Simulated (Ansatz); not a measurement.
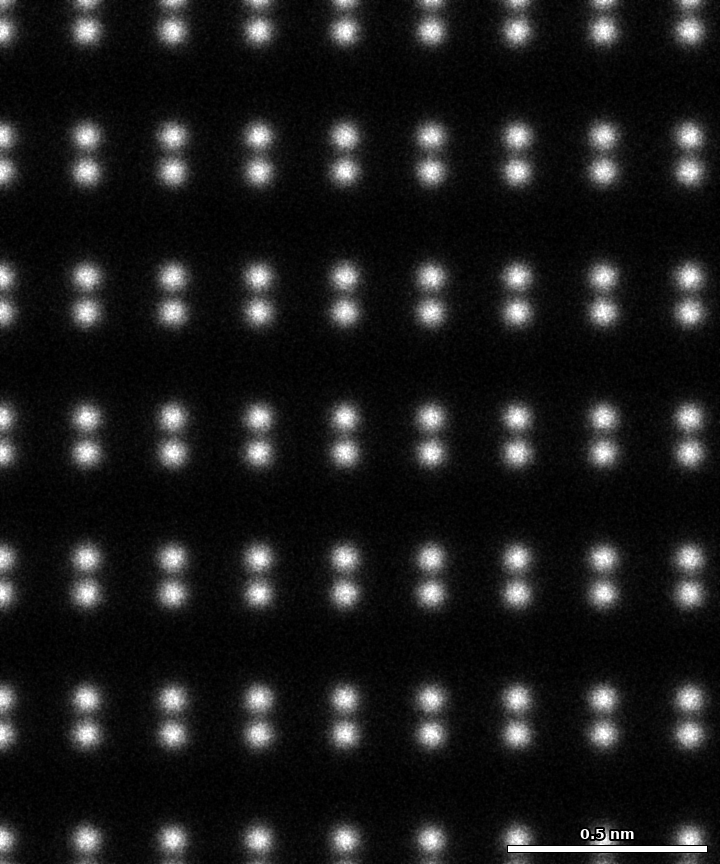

HAADF-like image of Ta (Fd-3m, No. 227). The image is simulated as a sum over atoms of Z^1.8, blurred by a 0.50 Å probe (no channelling). The probe carries 25 % of its weight in a tail 2.5 times as wide. Shot noise was added. Structure: coordinates from a relaxation with DFT, RPBE, plane waves (420 eV) with PAW, scalar-relativistic in Ansatz; the starting structure was generated, so it need not be a known form of this composition.

```xyz
8
Lattice="6.1619 0.0000 0.0000 0.0000 6.1619 0.0000 0.0000 0.0000 6.1619" Properties=species:S:1:pos:R:3 pbc="T T T"
Ta    4.6214    4.6214    4.6214
Ta    0.0000    3.0810    0.0000
Ta    4.6214    1.5405    1.5405
Ta    0.0000    0.0000    3.0810
Ta    1.5405    4.6214    1.5405
Ta    3.0810    3.0810    3.0810
Ta    1.5405    1.5405    4.6214
Ta    3.0810    0.0000    0.0000
```

**Which beam direction gives this image, [210], [211] or [110]? (Directions equivalent by symmetry count as one.)**

[211]. The projected cells are 1.38 × 1.69 Å, 114° for [210]; 2.18 × 3.56 Å, 90° for [211]; 3.77 × 3.77 Å, 109° for [110], and the image repeats as the [211] one does.
